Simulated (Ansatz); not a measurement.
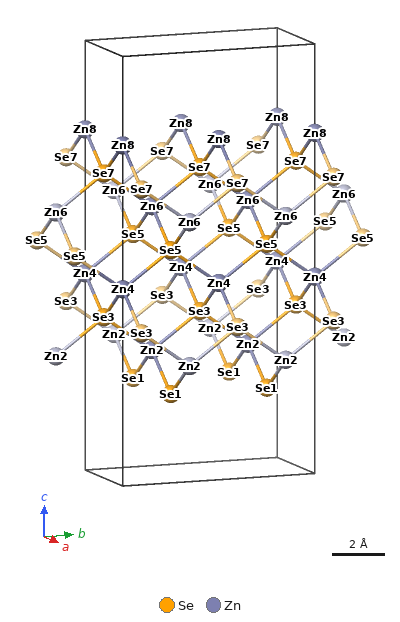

**Figure 1.** The structure (ball-and-stick view of the 1 × 2 repeat of the cell, with the vacuum cut short, seen slightly off an axis; neighbours outside the cell are drawn fainter; atoms are numbered from 1 in the order of the input). An atom can appear more than once, as a periodic image.

**Single-point calculation of ZnSe**

- system: ZnSe (slab, 8 atoms in the cell)
- method: DFT, PBEsol, plane waves, PAW, no spin polarisation (Ansatz 0.2.0)

The structure derives from an entry of the Crystallography Open Database. Figures and captions count atoms from 1; the log counts them from 0 in places.

**Output**
```
Engine: ansatz 0.2.0, aarch64-unknown-linux-gnu
Pseudopotentials: kind: paw
Pseudopotential: Se, paw, valence charge 16, recommended cutoff 420 eV (normal), Se.paw.azcp
Pseudopotential: Zn, paw, valence charge 12, recommended cutoff 420 eV (normal), Zn.paw.azcp
Functional definition: PBEsol
  exchange = pbesol_x
  correlation = pbesol_c
Crystal: 8 atoms, lattice volume = 399.920 Å³
Basis set: ecut = 420 eV, 7803 PW (Γ), exchange–correlation on 54×54×360 points (8 copies of the dense FFT grid, shifted against one another)
Bands: 68, of which v1, the nominal top of the filled ones, is band 56 counted from 1 (55 counted from 0)
Symmetry: 4 space group operations
Space group: Pmm2 (ITA 25), of the structure as read, at distance tolerance 7.4e-5 Å
k-points: 16 of 49
Non-local potential: Se, projectors of the file, l = 0: 2, l = 1: 2, l = 2: 3, l = 3: 1
Non-local potential: Zn, projectors of the file, l = 0: 2, l = 1: 2, l = 2: 3, l = 3: 1
PAW form: soft (Blöchl's): semilocal exchange-correlation on the pseudo side does not see the compensation charge
PAW frozen core: Se, regenerated for the run's functional, and the local potential with it (the file was generated under x = pbe(κ = 0.804, μ = 0.2195149727645171), c = pbe(β = 0.06672455060314922))
PAW frozen core: Zn, regenerated for the run's functional, and the local potential with it (the file was generated under x = pbe(κ = 0.804, μ = 0.2195149727645171), c = pbe(β = 0.06672455060314922))
PAW one-centre angular grid: Se, 590 points (default); XC on 64 Gauss nodes
PAW one-centre angular grid: Zn, 590 points (default); XC on 64 Gauss nodes
Initial density: superposition of atomic densities (neutral atoms: chi_scale 0, normalization atom), corrected by the library's trained network
Initial wavefunctions: pseudopotential atomic-orbital guess
Functional: x = pbesol(κ = 0.804, μ = 0.12345679012345678), c = pbesol(β = 0.046)
SCF iter   1: F=—  HF=-34822.248092 eV  |F-HF|=—  |Δ(HF+E_count)|=         —  Δρ=2.89e-3  dr2=4.78e-2  ethr=1.77e-3  p=0.216 e·Å  D=9.79e-2 V/Å  ΔV_dip=-2.44 eV  dr2_dipole=3.79e-4  V_vac-E_F(+/−)=4.17/6.61 eV  ⟨swp⟩=8.9  Hψ=4939  notcnv=0  defer=46
efield: sawtooth ramp at fractional position 0.9800 (placed from the atoms, in the widest stretch of the axis that holds none; the zero of the levels goes with the place), width 0.0400; the density the first Hamiltonian is built on has a dipole p = 0.216 e·Å; the dipole correction subtracts the counter field D = 9.79e-2 V/Å, which shifts the + side's vacuum level by -2.44 eV against the − side's; the planar-averaged density in the ramp window peaks in size at 2.1e-5 e/Å³
preconditioner: auto → LDOS  [metal: Δε(μ)=0.003 eV  Ē_g=10.266 eV  σ=0.050 eV  W_gap=0.03  n_scr=68 (ndim 8)  ℏωp=15.8 eV  f_vac=0.505  D(μ)=2.65/eV (n_scr^D=8)  β→1.0]
SCF iter   2: F=—  HF=-34822.247444 eV  |F-HF|=—  |Δ(HF+E_count)|=   6.48e-4  Δρ=3.00e-3  dr2=7.44e-2  ethr=4.26e-5  p=0.212 e·Å  D=9.58e-2 V/Å  ΔV_dip=-2.39 eV  dr2_dipole=3.79e-2  V_vac-E_F(+/−)=4.18/6.57 eV  ⟨swp⟩=2.1  Hψ=2229  notcnv=0  defer=91
SCF iter   3: F=—  HF=-34822.235099 eV  |F-HF|=—  |Δ(HF+E_count)|=   1.23e-2  Δρ=7.30e-4  dr2=2.36e-3  ethr=4.26e-5  p=0.216 e·Å  D=9.77e-2 V/Å  ΔV_dip=-2.43 eV  dr2_dipole=7.11e-4  V_vac-E_F(+/−)=4.16/6.60 eV  ⟨swp⟩=2.0  Hψ=1626  notcnv=0  defer=91
SCF iter   4: F=—  HF=-34822.234874 eV  |F-HF|=—  |Δ(HF+E_count)|=   2.25e-4  Δρ=5.38e-4  dr2=1.15e-3  ethr=2.10e-6  p=0.215 e·Å  D=9.71e-2 V/Å  ΔV_dip=-2.42 eV  dr2_dipole=3.81e-4  V_vac-E_F(+/−)=4.18/6.60 eV  ⟨swp⟩=2.0  Hψ=1834  notcnv=0  defer=91
SCF iter   5: F=—  HF=-34822.234491 eV  |F-HF|=—  |Δ(HF+E_count)|=   3.83e-4  Δρ=9.67e-5  dr2=9.66e-5  ethr=1.03e-6  p=0.214 e·Å  D=9.69e-2 V/Å  ΔV_dip=-2.42 eV  dr2_dipole=2.73e-5  V_vac-E_F(+/−)=4.19/6.60 eV  ⟨swp⟩=2.0  Hψ=1484  notcnv=0  defer=91
SCF iter   6: F=—  HF=-34822.234600 eV  |F-HF|=—  |Δ(HF+E_count)|=   1.08e-4  Δρ=8.97e-5  dr2=2.90e-5  ethr=8.62e-8  p=0.213 e·Å  D=9.64e-2 V/Å  ΔV_dip=-2.40 eV  dr2_dipole=7.23e-6  V_vac-E_F(+/−)=4.20/6.60 eV  ⟨swp⟩=2.0  Hψ=1569  notcnv=0  defer=91
SCF iter   7: F=—  HF=-34822.234592 eV  |F-HF|=—  |Δ(HF+E_count)|=   7.65e-6  Δρ=2.45e-5  dr2=7.45e-6  ethr=2.59e-8  p=0.213 e·Å  D=9.63e-2 V/Å  ΔV_dip=-2.40 eV  dr2_dipole=1.63e-8  V_vac-E_F(+/−)=4.21/6.60 eV  ⟨swp⟩=2.0  Hψ=1510  notcnv=0  defer=91
SCF iter   8: F=—  HF=-34822.234593 eV  |F-HF|=—  |Δ(HF+E_count)|=   9.17e-7  Δρ=1.96e-5  dr2=2.08e-6  ethr=6.66e-9  p=0.212 e·Å  D=9.61e-2 V/Å  ΔV_dip=-2.39 eV  dr2_dipole=3.30e-7  V_vac-E_F(+/−)=4.21/6.60 eV  ⟨swp⟩=2.0  Hψ=1499  notcnv=0  defer=91
SCF iter   9: F=—  HF=-34822.234593 eV  |F-HF|=—  |Δ(HF+E_count)|=   2.47e-7  Δρ=6.32e-6  dr2=5.36e-7  ethr=1.85e-9  p=0.212 e·Å  D=9.60e-2 V/Å  ΔV_dip=-2.39 eV  dr2_dipole=2.39e-7  V_vac-E_F(+/−)=4.21/6.60 eV  ⟨swp⟩=2.0  Hψ=1510  notcnv=0  defer=91
SCF iter  10: F=—  HF=-34822.234593 eV  |F-HF|=—  |Δ(HF+E_count)|=   1.91e-9  Δρ=2.85e-6  dr2=1.66e-7  ethr=4.79e-10  p=0.212 e·Å  D=9.59e-2 V/Å  ΔV_dip=-2.39 eV  dr2_dipole=5.29e-8  V_vac-E_F(+/−)=4.21/6.60 eV  ⟨swp⟩=2.1  Hψ=1397  notcnv=0  defer=91
SCF iter  11: F=-34822.234593 eV  HF=-34822.234593 eV  |F-HF|=1.41e-8  |Δ(HF+E_count)|=   1.04e-8  Δρ=1.89e-6  dr2=2.73e-8  ethr=8.93e-11  p=0.212 e·Å  D=9.59e-2 V/Å  ΔV_dip=-2.39 eV  dr2_dipole=5.07e-11  V_vac-E_F(+/−)=4.21/6.60 eV  ⟨swp⟩=14.7  Hψ=5027  notcnv=0
SCF 1 converged in 11 iterations: F = -34822.234593 eV  dr2 = 2.73e-8
  greatest PAW one-centre occupation: 1.000 electrons in one spin orbital (limit 2), on the Se atom at site 0 (counted from 0), in its partial waves of l = 2
```

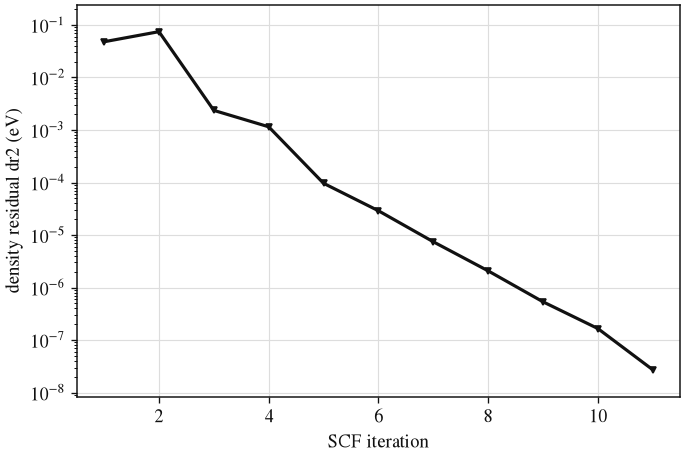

**Figure 2.** Convergence of the self-consistent field: density residual dr2 against the SCF iteration. The residual falls almost steadily, with no more than small rises.

```
SCF converged after 11 iterations
Free energy (F): -34822.234593 eV
Harris-Foulkes:  -34822.234593 eV  (|F-HF|=1.41e-8)
Internal energy: -34822.230746 eV  (E = F + TS)
E sigma→0 (E₀):  -34822.232669 eV
Entropy (-TS):   -0.003847 eV (-0.481 meV/atom)
Fermi energy:    0.321996 eV
Dipole field:    D = 0.095906 V/Å  (p = 0.211962 e·Å, saw-weighted, corrected)
Work function:   Φ+ = 4.2150 eV   Φ− = 6.6045 eV
Levels:          The Fermi level and band energies are counted from a zero that moves with the ramp; work functions are not
--- Per-component energies (eV) ---
  E_band       = -2296.893858
  E_kinetic    = 995.089144
  E_local      = -105540.475278  (includes V_loc(G=0)·N_el)
  E_nonlocal   = 90.817632
  E_hartree    = 51733.219356
  E_xc         = -951.511154
  E_vxc        = -596.235711  (∫ρ·V_xc dr)
  E_paw        = -14635.068892  (= ΣΔE_a)
  E_vpaw       = -713.670723  (= ΣTr[D̂ρ^β])
  E_aug_tail   = -0.003684  (compensation charges beyond the density's cutoff)
  E_efield     = 0.010164  (sawtooth field / dipole correction)
  E_vefield    = 1.107117  (∫n·V_field dr)
  E_ewald      = 33478.468744
  E_core_change = 7.223221  (= ΣΔE_core)
  E_smearing   = -0.003847  (= −TS)
  E_closure    = 0.000000  (closes the sum)
  Σ components = -34822.234593   (vs F -34822.234593, Δ=0.00e0)
--- Forces (eV/Å), atoms counted from 1 ---
  atom   1  Se     0.00000000     0.00000000     0.40699634
  atom   2  Zn     0.00000000     0.00000000    -0.57772774
  atom   3  Se     0.00000000     0.00000000     0.52289705
  atom   4  Zn     0.00000000     0.00000000    -0.45608974
  atom   5  Se     0.00000000     0.00000000     0.37568090
  atom   6  Zn     0.00000000     0.00000000    -0.49710291
  atom   7  Se     0.00000000     0.00000000     0.37990802
  atom   8  Zn     0.00000000     0.00000000    -0.15456294
  max |Σ_I F_I| component: 1.02e-6 eV/Å
--- Stress (GPa, compression-positive) ---
       -1.021023       0.000000       0.000000
        0.000000      -0.926537       0.000000
        0.000000       0.000000      -0.389118
  P = ⅓ Tr σ = -0.7789 GPa (-7.789 kbar)
--- Band table (eV; the first three rows and the last of 16) ---
  k-point 0: bands = ["-47.9077", "-47.9066", "-47.8993", "-47.8861", "-47.8828", "-47.2670", "-47.2648", "-47.2550", "-47.2518", "-47.2501", "-46.7009", "-46.6998", "-46.6976", "-46.6942", "-46.6937", "-46.3150", "-46.2834", "-46.2426", "-46.1234", "-46.1172", "-13.8462", "-13.1287", "-12.4696", "-11.2846", "-7.3222", "-7.2605", "-7.1733", "-7.0452", "-7.0430", "-7.0087", "-6.9718", "-6.9638", "-6.9057", "-6.8158", "-6.4804", "-6.4205", "-6.4136", "-6.3290", "-6.1695", "-5.8223", "-5.7189", "-5.7167", "-5.5703", "-5.4835", "-4.8800", "-3.6342", "-2.5059", "-2.4623", "-2.2861", "-1.6272", "-1.5572", "-0.8085", "-0.6911", "-0.6866", "0.2943", "0.3271", "0.7461", "2.1592", "2.6192", "2.9437", "3.4264", "3.8181", "4.2264", "4.6378", "5.1201", "5.2387", "5.5922", "6.1828"]
  k-point 1: bands = ["-47.9077", "-47.9066", "-47.8994", "-47.8860", "-47.8828", "-47.2670", "-47.2648", "-47.2550", "-47.2518", "-47.2501", "-46.7009", "-46.6998", "-46.6976", "-46.6942", "-46.6937", "-46.3149", "-46.2834", "-46.2426", "-46.1234", "-46.1172", "-13.7807", "-13.0775", "-12.4294", "-11.2630", "-7.2962", "-7.2581", "-7.1723", "-7.0457", "-7.0323", "-7.0020", "-6.9746", "-6.9576", "-6.8885", "-6.8232", "-6.4781", "-6.4182", "-6.3797", "-6.3088", "-6.1798", "-5.8102", "-5.7165", "-5.6856", "-5.5659", "-5.4937", "-4.8498", "-3.8973", "-3.0525", "-2.5414", "-2.3991", "-1.8807", "-1.5556", "-1.3989", "-0.7796", "-0.0483", "0.0922", "0.2768", "0.4501", "2.5535", "2.6872", "3.4749", "3.7416", "4.2365", "4.4766", "4.6509", "4.8452", "5.7190", "5.7306", "6.2097"]
  k-point 2: bands = ["-47.9077", "-47.9065", "-47.8994", "-47.8859", "-47.8828", "-47.2670", "-47.2648", "-47.2550", "-47.2518", "-47.2500", "-46.7009", "-46.6998", "-46.6977", "-46.6941", "-46.6937", "-46.3148", "-46.2835", "-46.2426", "-46.1234", "-46.1171", "-13.6221", "-12.9589", "-12.3368", "-11.2165", "-7.2530", "-7.2486", "-7.1518", "-7.0519", "-7.0159", "-6.9936", "-6.9806", "-6.9195", "-6.8417", "-6.8389", "-6.4475", "-6.4132", "-6.3140", "-6.2540", "-6.2022", "-5.7627", "-5.7112", "-5.6258", "-5.5620", "-5.5159", "-4.9984", "-4.4918", "-3.8294", "-3.2463", "-2.3990", "-2.1255", "-1.5993", "-1.3956", "-0.7209", "-0.2795", "-0.0459", "0.2188", "0.3139", "2.2420", "3.0687", "3.5071", "3.7272", "4.2377", "5.1713", "5.5001", "5.9923", "5.9969", "6.1398", "6.6578"]
  k-point 15: bands = ["-47.9078", "-47.9064", "-47.8994", "-47.8857", "-47.8829", "-47.2671", "-47.2646", "-47.2550", "-47.2519", "-47.2498", "-46.7010", "-46.6995", "-46.6977", "-46.6940", "-46.6938", "-46.3146", "-46.2835", "-46.2426", "-46.1235", "-46.1170", "-13.2127", "-12.5902", "-11.9940", "-10.9008", "-7.2007", "-7.1585", "-7.0754", "-7.0209", "-6.9805", "-6.9712", "-6.9389", "-6.8717", "-6.8142", "-6.6819", "-6.3926", "-6.3325", "-6.2682", "-6.1756", "-6.1322", "-5.6821", "-5.6471", "-5.5789", "-5.4688", "-5.4104", "-5.3240", "-4.8000", "-4.6986", "-4.0574", "-3.4021", "-3.0819", "-2.7285", "-2.4345", "-2.0938", "-1.6661", "-0.6249", "-0.4953", "0.7578", "1.4904", "3.2537", "3.5525", "4.1153", "4.1885", "5.1269", "5.3183", "5.6581", "6.0428", "6.7219", "7.0160"]
```

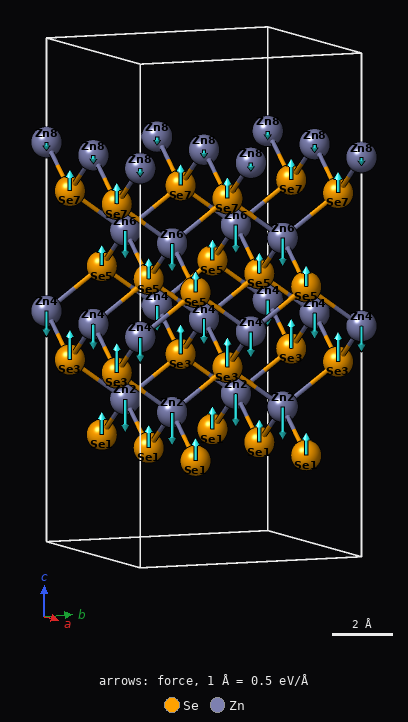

**Figure 3.** Forces on the atoms as teal arrows (ball-and-stick view of the 2 × 2 repeat of the cell, with the vacuum cut short, seen slightly off an axis; atoms are numbered from 1 in the order of the input). The largest act on Zn2 (0.58 eV/Å); Se3 (0.52 eV/Å); Zn6 (0.50 eV/Å); Zn4 (0.46 eV/Å), among others. The geometry is not a stationary point of this energy.

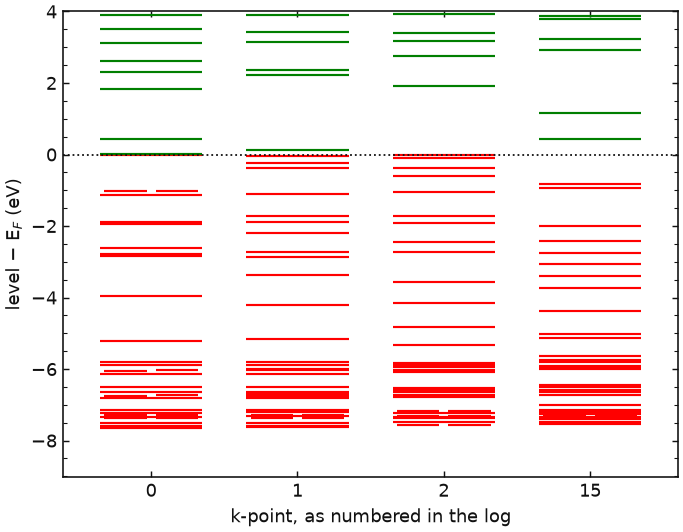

**Figure 4.** Kohn–Sham levels near the Fermi level (dotted) at the few k-points that the log prints; levels within 0.02 eV of each other stand side by side. The system is metallic on the full mesh.

This output came from the following input.

**Input file**
```yaml
crystal:
  lattice:
    - [4.0063895686, 0.0, 0.0]
    - [0.0, 4.0063895686, 0.0]
    - [0.0, 0.0, 24.9153083121]
  atoms:
    - { symbol: Se, position: [0.0, 0.5, 0.3010197548] }
    - { symbol: Zn, position: [0.5, 0.5, 0.3578712535] }
    - { symbol: Se, position: [0.5, 0.0, 0.4147227521] }
    - { symbol: Zn, position: [0.0, 0.0, 0.4715742507] }
    - { symbol: Se, position: [0.0, 0.5, 0.5284257493] }
    - { symbol: Zn, position: [0.5, 0.5, 0.5852772479] }
    - { symbol: Se, position: [0.5, 0.0, 0.6421287465] }
    - { symbol: Zn, position: [0.0, 0.0, 0.6989802452] }
kpoints:
  mp_grid: { grid: [7, 7, 1] }
hamiltonian:
  xc: pbesol
scf:
  occupations: { method: gaussian, width: 0.05 }
  lower_state_search: "off"
output:
  forces: true
  eigenvalues: true
  stress: true
efield:
  axis: 3
  dipole_correction: true
  ramp_width: 0.04
```

Launched with:
```bash
ansatz run input.yaml --threads 2 --pin off --max-ram 5120MiB --backend cpu --events-out ev --progress --plain --runs-dir out
```

**Results in brief**

- outcome: converged
- electrons treated: 112
- free energy: −34822.2346 eV
- Fermi energy: 0.322 eV
- gap on the k-point mesh: none (metallic)
- largest force (length of the vector): 0.578 eV/Å
- hardware: 2 threads of Arm Neoverse V1, 24 GiB of memory available, shared host
- wall time: 31 s (CPU time 61 s)
- peak memory: 0.78 GiB

Settings chosen away from the usual ones: scf.lower_state_search set to off; hamiltonian.xc set to pbesol (from r2scan); basis.ecutwfc removed.
